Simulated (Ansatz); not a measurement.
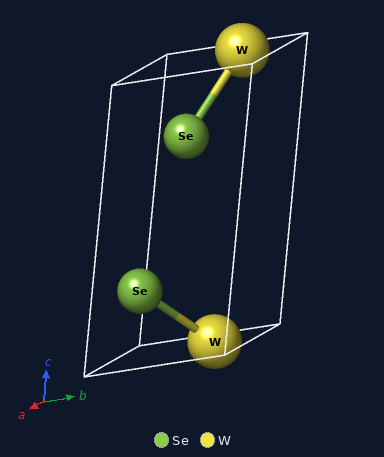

View slightly off an axis, drawn as a ball-and-stick model. The edges of the simulation cell are marked.

```
CELL_PARAMETERS angstrom
3.34335 0.00000 0.00000
-1.67167 2.89543 0.00000
-1.67168 0.96514 6.56483
ATOMIC_POSITIONS crystal
Se 0.74970 0.25030 0.24900
W 0.33330 0.66670 0.00000
Se 0.58330 0.41670 0.75000
```

The numbers come from DFT, PAW plane waves, PBE (Ansatz 0.2.0), using plane waves up to 420 eV, the zone sampled with 9×9×9 points, cold smearing of 0.14 eV, no spin polarisation.

How are the electrons shared out in a Bader analysis?

W +1.10 e; Se -0.55 e. The transfer is large, as in an ionic solid.

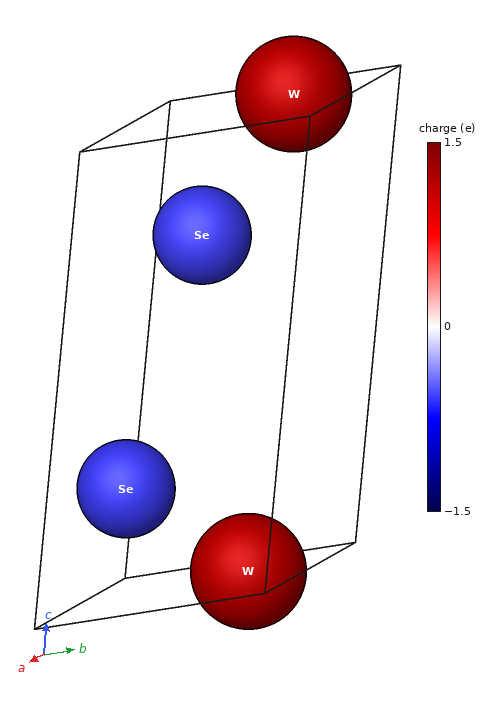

The atoms coloured by those charges.

The structure is a generated cell, made by putting these elements into a known structure type (the compound may or may not exist in this form); no relaxation was done. Ansatz was used for an electronic-structure calculation on it.
